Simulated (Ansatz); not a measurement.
## Geometry relaxation of Al₁₅As₁₆ (charge +1) (part 3 of 3)

Continued. System: Al₁₅As₁₆ (defect cell, 31 atoms in the cell, total charge +1). Method: DFT PBE, scalar-relativistic, plane waves, PAW, spin-polarised (Ansatz 0.2.0); cutoff 420 eV, 2×2×2 k-mesh, Gaussian smearing of 0.01 eV, collinear spins. The structure derives from a Materials Project entry. It belongs to a series of runs on one base structure; here: Al vacancy (site a), charge +1, atoms relaxed at the host's cell.

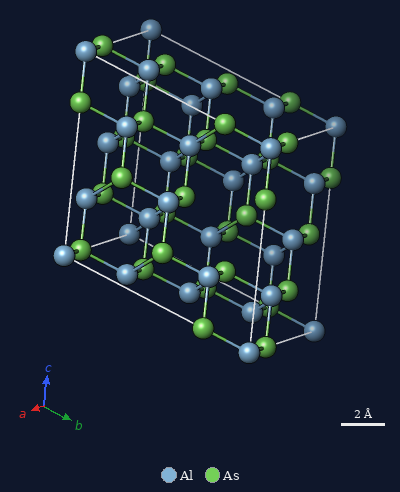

**Figure 1.** The geometry at step 2 of the log (ball-and-stick view of the cell of the calculation, seen slightly off an axis).

**Output, continued**
```
--- Relaxed structure (3 steps of the walk, 3 accepted, 0 SCFs on fresh bases) ---
  F+E_penalty+E_count = -85777.82016845 eV   max|allowed force component| = 2.221e-2 eV/Å
  atoms:
    - { symbol: Al, position: [0.5025298254122336, 0.0005577404524828833, 0.49999999999999994] }
    - { symbol: Al, position: [0.5025298254122337, 0.75, 0.750557740452483] }
    - { symbol: Al, position: [0.25, 0.25, 0.5] }
    - { symbol: Al, position: [0.24802791504024935, -0.002529825412233677, 0.7474701745877663] }
    - { symbol: Al, position: [0.25, 0.75, 0.0] }
    - { symbol: Al, position: [0.0005577404524828829, 0.5025298254122336, 0.49999999999999994] }
    - { symbol: Al, position: [-0.002529825412233677, 0.24802791504024935, 0.7474701745877663] }
    - { symbol: Al, position: [-0.0025298254122336555, -0.0025298254122336555, -0.001972084959750765] }
    - { symbol: Al, position: [0.0005577404524828855, 0.7499999999999999, 0.2525298254122337] }
    - { symbol: Al, position: [0.75, 0.5025298254122337, 0.750557740452483] }
    - { symbol: Al, position: [0.75, 0.25, 0.0] }
    - { symbol: Al, position: [0.7499999999999999, 0.0005577404524828855, 0.2525298254122337] }
    - { symbol: Al, position: [0.49944225954751714, 0.49944225954751714, 0.0019720849597507214] }
    - { symbol: Al, position: [0.4994422595475171, 0.2519720849597507, 0.24944225954751711] }
    - { symbol: Al, position: [0.2519720849597507, 0.4994422595475171, 0.24944225954751711] }
    - { symbol: As, position: [-0.001586169888895983, -0.001586169888895983, 0.7484138301111041] }
    - { symbol: As, position: [0.7499999999999999, 0.2502509904899307, 0.7493166127030879] }
    - { symbol: As, position: [0.7499999999999999, -0.0006833872969121413, 0.0002509904899306581] }
    - { symbol: As, position: [0.500683387296912, 0.500683387296912, 0.7509343777868427] }
    - { symbol: As, position: [0.4990656222131572, 0.24974900951006918, -0.0002509904899307136] }
    - { symbol: As, position: [0.5006833872969121, 0.00093437778684273, 0.2506833872969121] }
    - { symbol: As, position: [0.2502509904899307, 0.7499999999999999, 0.7493166127030879] }
    - { symbol: As, position: [0.24974900951006918, 0.4990656222131572, -0.0002509904899307136] }
    - { symbol: As, position: [0.2497490095100693, 0.2497490095100693, 0.24906562221315728] }
    - { symbol: As, position: [0.2502509904899307, -0.0006833872969119748, 0.5] }
    - { symbol: As, position: [-0.0006833872969121413, 0.7499999999999999, 0.0002509904899306581] }
    - { symbol: As, position: [0.00093437778684273, 0.5006833872969121, 0.2506833872969121] }
    - { symbol: As, position: [-0.0006833872969119748, 0.2502509904899307, 0.5] }
    - { symbol: As, position: [0.7499999999999999, 0.7499999999999999, 0.2515861698888959] }
    - { symbol: As, position: [0.7499999999999998, 0.5015861698888958, 0.5] }
    - { symbol: As, position: [0.5015861698888958, 0.7499999999999998, 0.5] }
--- Löwdin populations: 31 sites ---
  site symbol       q [e]    m [muB]
     0     Al      2.6031    -0.0003
     1     Al      2.6031    -0.0003
     2     Al      2.5919     0.0045
     3     Al      2.6031    -0.0003
     4     Al      2.5919     0.0045
     5     Al      2.6031    -0.0003
     6     Al      2.6031    -0.0003
     7     Al      2.6031    -0.0003
     8     Al      2.6031    -0.0003
     9     Al      2.6031    -0.0003
    10     Al      2.5919     0.0045
    11     Al      2.6031    -0.0003
    12     Al      2.6031    -0.0003
    13     Al      2.6031    -0.0003
    14     Al      2.6031    -0.0003
    15     As     15.1691     0.0967
    16     As     15.2908     0.0081
    17     As     15.2908     0.0081
    18     As     15.2908     0.0081
    19     As     15.2908     0.0081
    20     As     15.2908     0.0081
    21     As     15.2908     0.0081
    22     As     15.2908     0.0081
    23     As     15.2908     0.0081
    24     As     15.2908     0.0081
    25     As     15.2908     0.0081
    26     As     15.2908     0.0081
    27     As     15.2908     0.0081
    28     As     15.1691     0.0967
    29     As     15.1691     0.0967
    30     As     15.1691     0.0967
  spilling = 0.002893 (of n_electrons = 284.000000)
```

**File populations.tsv**
```
# site	symbol	l	j	q_up	q_dn
# orbitals = lowdin
# n_electrons = 284.000000
# spilling = 0.002893
0	Al	0_3S	-	0.449573	0.449995
0	Al	1_3P	-	0.851812	0.851707
1	Al	0_3S	-	0.449573	0.449995
1	Al	1_3P	-	0.851812	0.851707
2	Al	0_3S	-	0.454432	0.454714
2	Al	1_3P	-	0.843778	0.839023
3	Al	0_3S	-	0.449573	0.449995
3	Al	1_3P	-	0.851812	0.851707
4	Al	0_3S	-	0.454432	0.454714
4	Al	1_3P	-	0.843778	0.839023
5	Al	0_3S	-	0.449573	0.449995
5	Al	1_3P	-	0.851812	0.851707
6	Al	0_3S	-	0.449573	0.449995
6	Al	1_3P	-	0.851812	0.851707
7	Al	0_3S	-	0.449573	0.449995
7	Al	1_3P	-	0.851812	0.851707
8	Al	0_3S	-	0.449573	0.449995
8	Al	1_3P	-	0.851812	0.851707
9	Al	0_3S	-	0.449573	0.449995
9	Al	1_3P	-	0.851812	0.851707
10	Al	0_3S	-	0.454432	0.454714
10	Al	1_3P	-	0.843778	0.839023
11	Al	0_3S	-	0.449573	0.449995
11	Al	1_3P	-	0.851812	0.851707
12	Al	0_3S	-	0.449573	0.449995
12	Al	1_3P	-	0.851812	0.851707
13	Al	0_3S	-	0.449573	0.449995
13	Al	1_3P	-	0.851812	0.851707
14	Al	0_3S	-	0.449573	0.449995
14	Al	1_3P	-	0.851812	0.851707
15	As	0_4S	-	0.794265	0.790220
15	As	1_4P	-	1.839761	1.747114
15	As	2_3D	-	4.998839	4.998855
16	As	0_4S	-	0.740693	0.740587
16	As	1_4P	-	1.910441	1.902403
16	As	2_3D	-	4.998329	4.998330
17	As	0_4S	-	0.740693	0.740587
17	As	1_4P	-	1.910441	1.902403
17	As	2_3D	-	4.998329	4.998330
18	As	0_4S	-	0.740693	0.740587
18	As	1_4P	-	1.910441	1.902403
18	As	2_3D	-	4.998329	4.998330
19	As	0_4S	-	0.740693	0.740587
19	As	1_4P	-	1.910441	1.902403
19	As	2_3D	-	4.998329	4.998330
20	As	0_4S	-	0.740693	0.740587
20	As	1_4P	-	1.910441	1.902403
20	As	2_3D	-	4.998329	4.998330
21	As	0_4S	-	0.740693	0.740587
21	As	1_4P	-	1.910441	1.902403
21	As	2_3D	-	4.998329	4.998330
22	As	0_4S	-	0.740693	0.740587
22	As	1_4P	-	1.910441	1.902403
22	As	2_3D	-	4.998329	4.998330
23	As	0_4S	-	0.740693	0.740587
23	As	1_4P	-	1.910441	1.902403
23	As	2_3D	-	4.998329	4.998330
24	As	0_4S	-	0.740693	0.740587
24	As	1_4P	-	1.910441	1.902403
24	As	2_3D	-	4.998329	4.998330
25	As	0_4S	-	0.740693	0.740587
25	As	1_4P	-	1.910441	1.902403
25	As	2_3D	-	4.998329	4.998330
26	As	0_4S	-	0.740693	0.740587
26	As	1_4P	-	1.910441	1.902403
26	As	2_3D	-	4.998329	4.998330
27	As	0_4S	-	0.740693	0.740587
27	As	1_4P	-	1.910441	1.902403
27	As	2_3D	-	4.998329	4.998330
28	As	0_4S	-	0.794265	0.790220
28	As	1_4P	-	1.839761	1.747114
28	As	2_3D	-	4.998839	4.998855
29	As	0_4S	-	0.794265	0.790220
29	As	1_4P	-	1.839761	1.747114
29	As	2_3D	-	4.998839	4.998855
30	As	0_4S	-	0.794265	0.790220
30	As	1_4P	-	1.839761	1.747114
30	As	2_3D	-	4.998839	4.998855
```

**Trajectory as extended XYZ (Å, eV, eV/Å), 3 frames, from step=1 to step=3**
```
31
Lattice="-5.7279 5.7279 -5.7279 -5.7279 -5.7279 5.7279 5.7279 5.7279 5.7279" Properties=species:S:1:pos:R:3:forces:R:3 step=1 energy=-85777.78614
Al    0.0051    5.7476   -0.0196   -0.1853  -0.0317   0.0317
Al   -2.8836    2.8589    5.7083    0.0317   0.1853   0.0317
Al    0.0000    2.8640    2.8640    0.0000   0.0000   0.0000
Al    2.8836    5.7083    2.8691   -0.0317   0.0317  -0.1853
Al   -5.7279   -2.8640    2.8640    0.0000   0.0000   0.0000
Al    0.0051   -0.0196    5.7476   -0.1853   0.0317  -0.0317
Al    2.8836    2.8691    5.7083   -0.0317  -0.1853   0.0317
Al   -0.0051   -0.0196   -0.0196    0.1853   0.0317   0.0317
Al   -2.8443   -2.8691    5.7476   -0.0317   0.1853  -0.0317
Al   -2.8836    5.7083    2.8589    0.0317   0.0317   0.1853
Al   -5.7279    2.8640   -2.8640    0.0000   0.0000   0.0000
Al   -2.8443    5.7476   -2.8691   -0.0317  -0.0317   0.1853
Al   -5.7330    0.0196    0.0196    0.1853  -0.0317  -0.0317
Al   -2.8836    2.8691    0.0196    0.0317  -0.1853  -0.0317
Al   -2.8836    0.0196    2.8691    0.0317  -0.0317  -0.1853
As    4.3286    4.2633    4.2633   -0.0205   0.0205   0.0205
As   -1.4364    7.1555    1.4276    0.0164   0.0164  -0.1059
As   -4.2916    4.3003   -4.3003   -0.0164  -0.0164  -0.1059
As   -1.4363    4.3003    4.3003   -0.1059  -0.0164  -0.0164
As   -4.2916    1.4276   -1.4276   -0.0164   0.0164   0.1059
As   -1.4364    4.3003   -1.4276    0.0164   0.1059  -0.0164
As   -1.4364    1.4276    7.1555    0.0164  -0.1059   0.0164
As   -4.2916   -1.4276    1.4276   -0.0164   0.1059   0.0164
As   -1.4363    1.4276    1.4276   -0.1059   0.0164   0.0164
As    1.4363    4.3003    1.4276    0.1059  -0.0164   0.0164
As   -4.2916   -4.3003    4.3003   -0.0164  -0.1059  -0.0164
As   -1.4364   -1.4276    4.3003    0.0164  -0.0164   0.1059
As    1.4363    1.4276    4.3003    0.1059   0.0164  -0.0164
As   -7.1273    1.4646    1.4646   -0.0205  -0.0205  -0.0205
As   -4.3286    4.2633    1.4646    0.0205   0.0205  -0.0205
As   -4.3286    1.4646    4.2633    0.0205  -0.0205   0.0205
31
Lattice="-5.7279 5.7279 -5.7279 -5.7279 -5.7279 5.7279 5.7279 5.7279 5.7279" Properties=species:S:1:pos:R:3:forces:R:3 step=2 energy=-85777.82017
Al   -0.0177    5.7392   -0.0113   -0.0141   0.0127  -0.0127
Al   -2.8753    2.8816    5.7166   -0.0127   0.0141  -0.0127
Al    0.0000    2.8640    2.8640    0.0000   0.0000   0.0000
Al    2.8753    5.7166    2.8463    0.0127  -0.0127  -0.0141
Al   -5.7279   -2.8640    2.8640    0.0000   0.0000   0.0000
Al   -0.0177   -0.0113    5.7392   -0.0141  -0.0127   0.0127
Al    2.8753    2.8463    5.7166    0.0127  -0.0141  -0.0127
Al    0.0177   -0.0113   -0.0113    0.0141  -0.0127  -0.0127
Al   -2.8527   -2.8463    5.7392    0.0127   0.0141   0.0127
Al   -2.8753    5.7166    2.8816   -0.0127  -0.0127   0.0141
Al   -5.7279    2.8640   -2.8640    0.0000   0.0000   0.0000
Al   -2.8527    5.7392   -2.8463    0.0127   0.0127   0.0141
Al   -5.7102    0.0113    0.0113    0.0141   0.0127   0.0127
Al   -2.8753    2.8463    0.0113   -0.0127  -0.0141   0.0127
Al   -2.8753    0.0113    2.8463   -0.0127   0.0127  -0.0141
As    4.3050    4.2868    4.2868   -0.0222   0.0222   0.0222
As   -1.4373    7.1545    1.4295    0.0036   0.0036  -0.0061
As   -4.2906    4.3013   -4.2984   -0.0036  -0.0036  -0.0061
As   -1.4345    4.3013    4.3013   -0.0061  -0.0036  -0.0036
As   -4.2906    1.4266   -1.4295   -0.0036   0.0036   0.0061
As   -1.4373    4.2984   -1.4266    0.0036   0.0061  -0.0036
As   -1.4373    1.4295    7.1545    0.0036  -0.0061   0.0036
As   -4.2906   -1.4295    1.4266   -0.0036   0.0061   0.0036
As   -1.4345    1.4266    1.4266   -0.0061   0.0036   0.0036
As    1.4345    4.3013    1.4266    0.0061  -0.0036   0.0036
As   -4.2906   -4.2984    4.3013   -0.0036  -0.0061  -0.0036
As   -1.4373   -1.4266    4.2984    0.0036  -0.0036   0.0061
As    1.4345    1.4266    4.3013    0.0061   0.0036  -0.0036
As   -7.1508    1.4411    1.4411   -0.0222  -0.0222  -0.0222
As   -4.3050    4.2868    1.4411    0.0222   0.0222  -0.0222
As   -4.3050    1.4411    4.2868    0.0222  -0.0222   0.0222
31
Lattice="-5.7279 5.7279 -5.7279 -5.7279 -5.7279 5.7279 5.7279 5.7279 5.7279" Properties=species:S:1:pos:R:3:forces:R:3 step=3 energy=-85777.82017
Al   -0.0177    5.7392   -0.0113   -0.0141   0.0127  -0.0127
Al   -2.8753    2.8816    5.7166   -0.0127   0.0141  -0.0127
Al    0.0000    2.8640    2.8640    0.0000   0.0000   0.0000
Al    2.8753    5.7166    2.8463    0.0127  -0.0127  -0.0141
Al   -5.7279   -2.8640    2.8640    0.0000   0.0000   0.0000
Al   -0.0177   -0.0113    5.7392   -0.0141  -0.0127   0.0127
Al    2.8753    2.8463    5.7166    0.0127  -0.0141  -0.0127
Al    0.0177   -0.0113   -0.0113    0.0141  -0.0127  -0.0127
Al   -2.8527   -2.8463    5.7392    0.0127   0.0141   0.0127
Al   -2.8753    5.7166    2.8816   -0.0127  -0.0127   0.0141
Al   -5.7279    2.8640   -2.8640    0.0000   0.0000   0.0000
Al   -2.8527    5.7392   -2.8463    0.0127   0.0127   0.0141
Al   -5.7102    0.0113    0.0113    0.0141   0.0127   0.0127
Al   -2.8753    2.8463    0.0113   -0.0127  -0.0141   0.0127
Al   -2.8753    0.0113    2.8463   -0.0127   0.0127  -0.0141
As    4.3050    4.2868    4.2868   -0.0222   0.0222   0.0222
As   -1.4373    7.1545    1.4295    0.0036   0.0036  -0.0061
As   -4.2906    4.3013   -4.2984   -0.0036  -0.0036  -0.0061
As   -1.4345    4.3013    4.3013   -0.0061  -0.0036  -0.0036
As   -4.2906    1.4266   -1.4295   -0.0036   0.0036   0.0061
As   -1.4373    4.2984   -1.4266    0.0036   0.0061  -0.0036
As   -1.4373    1.4295    7.1545    0.0036  -0.0061   0.0036
As   -4.2906   -1.4295    1.4266   -0.0036   0.0061   0.0036
As   -1.4345    1.4266    1.4266   -0.0061   0.0036   0.0036
As    1.4345    4.3013    1.4266    0.0061  -0.0036   0.0036
As   -4.2906   -4.2984    4.3013   -0.0036  -0.0061  -0.0036
As   -1.4373   -1.4266    4.2984    0.0036  -0.0036   0.0061
As    1.4345    1.4266    4.3013    0.0061   0.0036  -0.0036
As   -7.1508    1.4411    1.4411   -0.0222  -0.0222  -0.0222
As   -4.3050    4.2868    1.4411    0.0222   0.0222  -0.0222
As   -4.3050    1.4411    4.2868    0.0222  -0.0222   0.0222
```

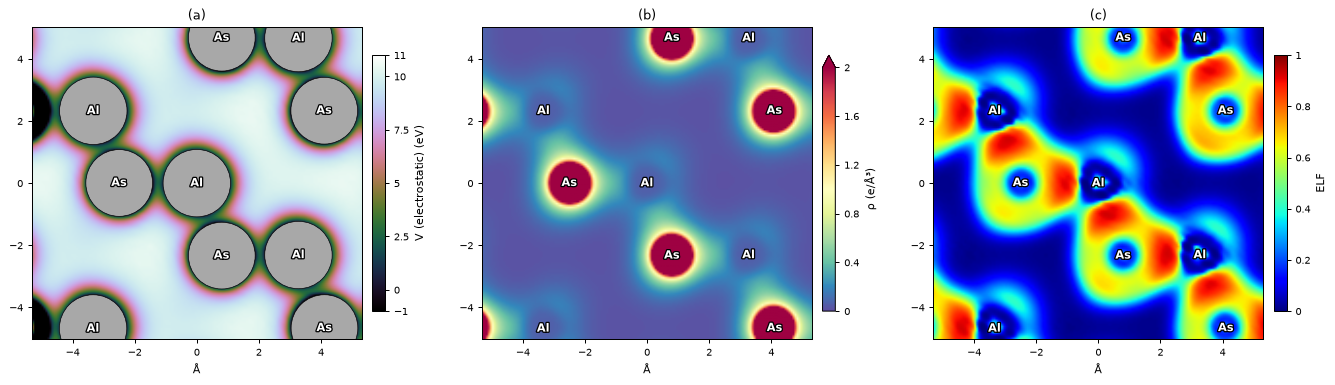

**Figure 2.** (a) electrostatic potential energy of an electron; (b) valence charge density (pseudo); (c) electron localisation function on the (010) plane of the calculation cell. Grey discs, where drawn, cover atomic cores. The plane passes through Al and As nuclei. Away from the nuclei the density in this plane falls to 0.01 e/Å³ at its lowest. Outside the cores the potential energy rises away from the atoms and is highest about 2.3 Å from the nearest atoms; outside the discs it spans about 11 eV, and its zero is arbitrary. In a PAW calculation such maps are meaningful between the atoms, not at the nuclei.

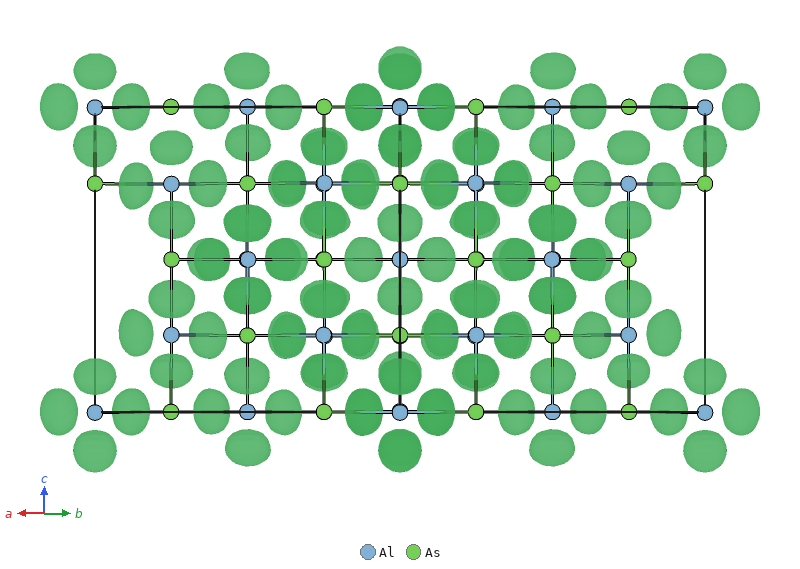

**Figure 3.** Isosurface of the electron localisation function at 0.8 (green), seen along [110]. Only the valence region is drawn (cores and ρ < 0.01 e/Å³ removed). Sticks mark near contacts. The outline is the calculation cell. Values along the shortest contacts:

**Results in brief**

- outcome: converged
- electrons treated: 284
- free energy: −85777.8202 eV
- Fermi energy: 5.668 eV
- gap on the k-point mesh: none (metallic)
- net moment of the cell: 0.50 μB
- integrated absolute moment: 0.54 μB
- final volume: 751.71 Å³
- largest force (length of the vector) at the end: 0.038 eV/Å
- wall time: 2 min (CPU time 7.7 min)
- peak memory: 2.6 GiB
